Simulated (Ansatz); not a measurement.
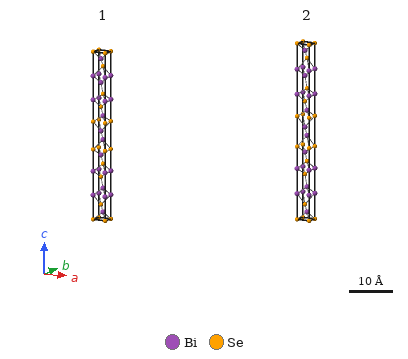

Two geometries of crystalline Bi4Se3 (set up in R-3m), drawn at one scale. One is the start of a relaxation, the other its converged end. A ball-and-stick model of the conventional cell (3 times the calculation's cell), seen slightly off an axis. Lengths and directions refer to the drawn axes.

These are results of Ansatz, DFT r2SCAN, scalar-relativistic, plane waves, PAW, not measurements. Settings: plane-wave cutoff 500 eV; k-point mesh 12 × 12 × 12; occupations gaussian; smearing width 0.01 eV; no spin polarisation; cell and atoms relaxed; force threshold 0.005 eV/Å; at most 80 steps.

Which geometry has the lower energy?

Answer. Structure 2 is the relaxed one. Over 6 accepted moves (7 points after the start) the energy falls by 75.6 meV per cell of the calculation. Largest force component: 0.42 eV/Å at the start, 0.0011 eV/Å at the end. The pressure goes from 1.21 to 0.01 GPa. The SCF was repeated once at an unchanged geometry on a basis and grid sized afresh for the cell, which shifted the energy by 1.8 meV per cell of the calculation at most. The largest moves relative to the cell, 0.14 Å, are those of Se atoms. By element the largest moves are Se 0.14 Å, Bi 0.07 Å. Cell: a = b 4.270 → 4.280 Å (+0.2 %), c 40.000 → 41.974 Å (+4.9 %). Volume +5.4 %. Among the contacts that change: Bi–Se 3.464 → 3.708 Å, Bi–Bi 3.037 → 3.009 Å, Bi–Se 3.084 → 3.099 Å, Bi–Se 2.882 → 2.892 Å. The space group stays R-3m (No. 166).
